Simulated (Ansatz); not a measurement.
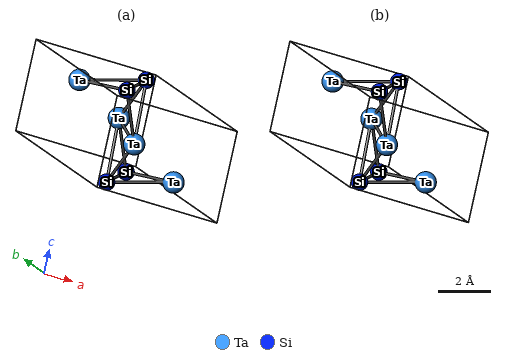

The structure of a crystal of Ta2Si (set up in I4/mcm) before (left) and after (right) a relaxation, at one scale.

The picture is a ball-and-stick view of the cell of the calculation, seen from a free direction.

Case: relaxed functional: LDA.

Level of theory: DFT LDA, scalar-relativistic, plane waves, PAW (Ansatz). Set-up: plane-wave cutoff 420 eV; k-point mesh 10 × 10 × 10; occupations gaussian; smearing width 0.1 eV; no spin polarisation; cell and atoms relaxed; force threshold 0.01 eV/Å; at most 60 steps.

**What changed between the two?**

Over 4 accepted moves (7 points after the start) the energy falls by 13.7 meV per atom. Largest force component: 0.026 eV/Å at the start, 0.00015 eV/Å at the end. Pressure: −7.62 GPa at the start and 0.00 GPa at the end. The line search rejected the trial step at point 1 of the run. The SCF was repeated twice at an unchanged geometry on a basis and grid sized afresh for the cell, which shifted the energy by 0.1 meV per atom at most. The largest moves relative to the cell, 0.006 Å, are those of Ta atoms. Si stays in place. The volume changes by −3.4 %, with a = b = c 5.044 → 4.983 Å (−1.2 %), α 104.5° → 104.6°, β 104.5° → 104.6°, γ 120.0° → 119.7°. Among the contacts that change: Ta–Ta 2.857 → 2.808 Å, Ta–Ta 3.267 → 3.226 Å, Ta–Ta 3.233 → 3.196 Å, Si–Ta 2.632 → 2.602 Å. The space group stays I4/mcm (No. 140). The run took 4.6 min on 1 thread of Intel(R) Xeon(R) Processor @ 2.50GHz (Skylake/Cascade Lake), on a shared host, peak memory 0.56 GiB.
